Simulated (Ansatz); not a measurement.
Ga2O3

Input file:

```
crystal:
  lattice:
    - [2.528721336, 1.459957944, 4.5410699527]
    - [-2.528721336, 1.459957944, 4.5410699527]
    - [0.0, -2.919915888, 4.5410699527]
  atoms:
    - { symbol: Ga, position: [0.3558685514, 0.3558685514, 0.3558685514] }
    - { symbol: Ga, position: [0.1441314486, 0.1441314486, 0.1441314486] }
    - { symbol: Ga, position: [0.6441314486, 0.6441314486, 0.6441314486] }
    - { symbol: Ga, position: [0.8558685514, 0.8558685514, 0.8558685514] }
    - { symbol: O, position: [0.5531736383, 0.9468263617, 0.25] }
    - { symbol: O, position: [0.25, 0.5531736383, 0.9468263617] }
    - { symbol: O, position: [0.9468263617, 0.25, 0.5531736383] }
    - { symbol: O, position: [0.4468263617, 0.0531736383, 0.75] }
    - { symbol: O, position: [0.75, 0.4468263617, 0.0531736383] }
    - { symbol: O, position: [0.0531736383, 0.75, 0.4468263617] }
basis:
  ecutwfc: 420
kpoints:
  mp_grid: { grid: [9, 9, 9] }
  band_path:
    path:
      - [[0.0, 0.0, 0.0], [0.5, 0.5, 0.5], [0.76442479, 0.23557521, 0.5]]
      - [[0.5, -0.23557521, 0.23557521], [0.5, 0.0, 0.0], [0.0, 0.0, 0.0], [0.3677876, -0.3677876, 0.0]]
      - [[0.6322124, 0.0, 0.3677876], [0.5, 0.0, 0.5], [0.0, 0.0, 0.0]]
    npoints: 14
hamiltonian:
  xc: pbe
scf:
  occupations: { method: gaussian, width: 0.02 }
  n_extra_bands: 25
output:
  forces: true
  stress: true
  eigenvalues: true
  populations: true
  dos: { projected: true, de: 0.02, nscf_kmesh: { grid: [14, 14, 14] } }
  bader: true
  write_density: true
  write_potential: true
  elf: true
  volumetric_format: npy
```

Run with:

```sh
ansatz run input.yaml --threads 4 --pin off --max-ram 10240MiB --backend cpu --events-out ev --progress --plain --runs-dir out
```

Below, planes, directions and counts refer to the conventional cell (a = 5.06 Å, b = 5.06 Å, c = 13.62 Å, α = 90.00°, β = 90.00°, γ = 120.00°).

Space group R-3c.

Level of theory: DFT PBE, scalar-relativistic, plane waves, PAW (Ansatz 0.2.0).

The density is the valence pseudo-density of a PAW calculation; it isn't the true density close to the nuclei.

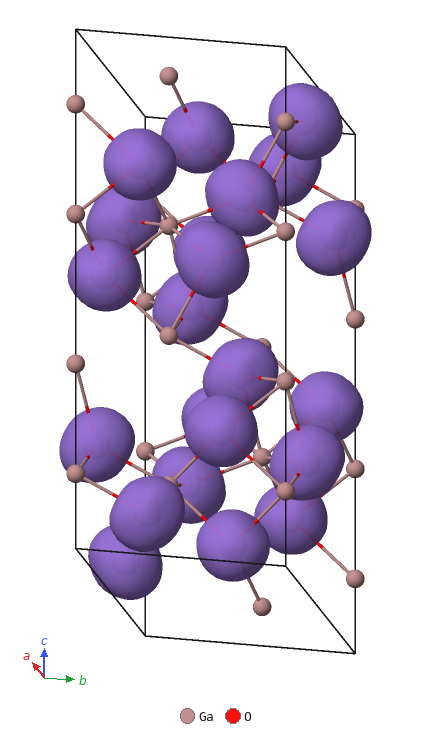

Figure 1. Isosurface of the electron localisation function at 0.65 (purple), seen at an oblique angle. Core shells and regions of very low density are left out. Sticks mark near contacts.

What do the ELF domains correspond to?

The ELF exceeds this value in 18 regions wrapped around O (the valence shell of each), counted in one cell of 30 atoms. Regions shared between cells count once. Along the contacts the grid gives the following. Ga–O (1.95 Å): the ELF peaks at about 0.85 in the valence shell of O, 0.6 Å from its nucleus, and is about 0.35 at the midpoint. Ga–O (2.11 Å): the ELF peaks at about 0.85 in the valence shell of O, 0.6 Å from its nucleus, and is about 0.25 at the midpoint; no localised pair shows between them.

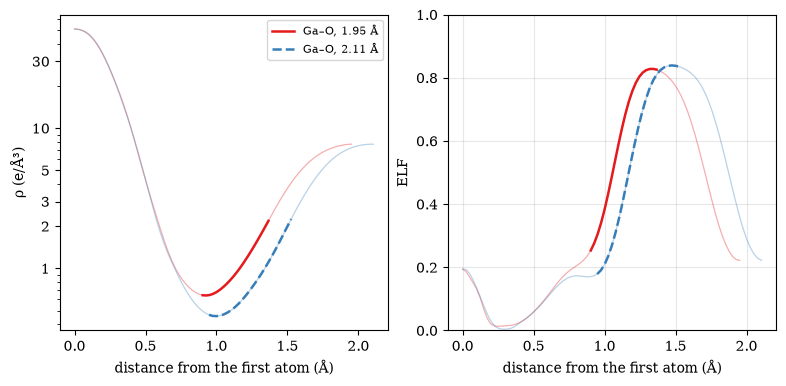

Figure 2. Valence charge density (pseudo) and ELF along straight lines between neighbouring atoms. Thin, pale parts lie inside the atomic spheres.

What can be read from the curves?

Ga–O (1.95 Å): ρ at the midpoint is about 0.66 e/Å³; the ELF peaks at about 0.85 in the valence shell of O, 0.6 Å from its nucleus, and is about 0.35 at the midpoint.
Ga–O (2.11 Å): ρ at the midpoint is about 0.47 e/Å³; the ELF peaks at about 0.85 in the valence shell of O, 0.6 Å from its nucleus, and is about 0.25 at the midpoint: no localised pair shows between them.

How much charge does the calculation move between the atoms?

Electrons move from Ga towards O. Bader charges: Ga +1.89 and O −1.26 e.

Metal or insulator at this level of theory?

It is gapped, with a Kohn–Sham gap of 2.4 eV on the k-point mesh, an upper bound to the gap of this method.
